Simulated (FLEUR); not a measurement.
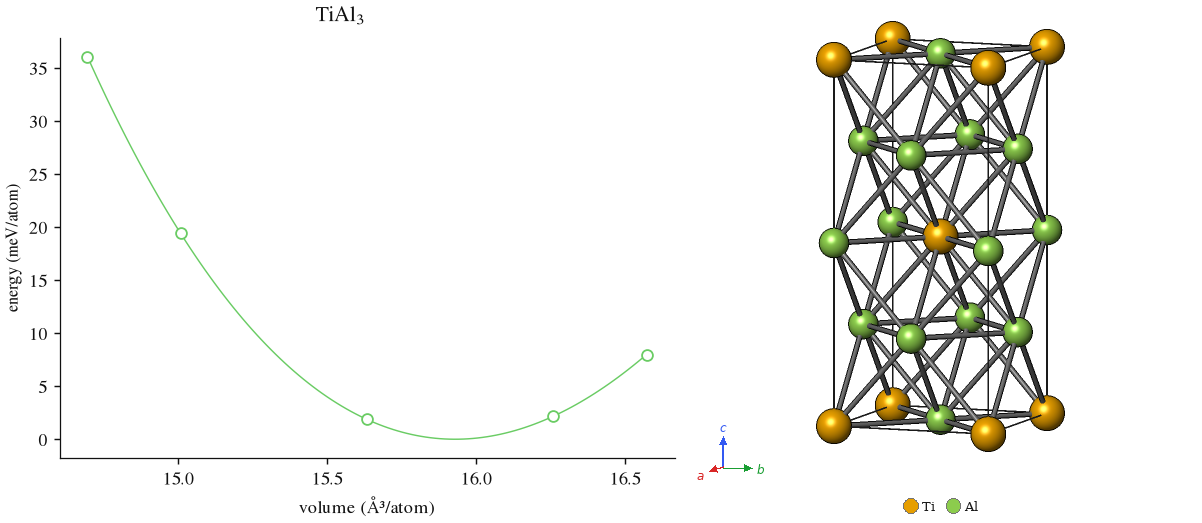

The figure shows the energy against volume for TiAl₃, space group I4/mmm (No. 139). The conventional cell is drawn beside the plot.

Starting cell:
```
CELL_PARAMETERS angstrom
-1.91111 1.91111 4.28067
1.91111 -1.91111 4.28067
1.91111 1.91111 -4.28067
ATOMIC_POSITIONS crystal
Ti 0.00000 0.00000 0.00000
Al 0.25000 0.75000 0.50000
Al 0.75000 0.25000 0.50000
Al 0.50000 0.50000 0.00000
```

Method: all-electron LAPW DFT, no spin polarisation; energies at scaled volumes of the given cell, shape and fractions fixed, counted from the fit's minimum, third-order Birch-Murnaghan fit (FLEUR MaX-R8.1 (later development tree)). Level: PBE.

| setting | value |
| --- | --- |
| k mesh | 10×10×10 |
| occupations | Fermi–Dirac |
| smearing width | 0.05 eV |
| potentials | all electron |
| program settings | basis FLAPW, kmax 4.56 1/bohr |

This calculation gives: equilibrium volume 15.93 Å³/atom and bulk modulus 106 GPa.

Now the level changes from PBE to r2SCAN. What happens?

The equilibrium volume falls from 15.93 to 15.66 Å³/atom (−1.7 %) and the bulk modulus rises from 106 to 115 GPa (+8.5 %).

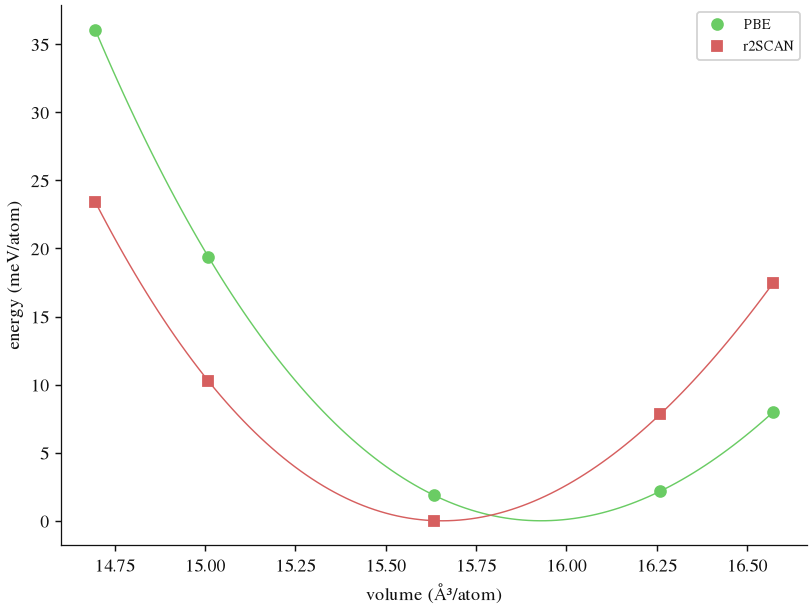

The two results together.

For both, limits of the calculation: shape and atomic fractions are frozen while scaling, which makes layered, chain and framework solids too stiff.

V0 and the bulk modulus come from third-order Birch–Murnaghan fits.
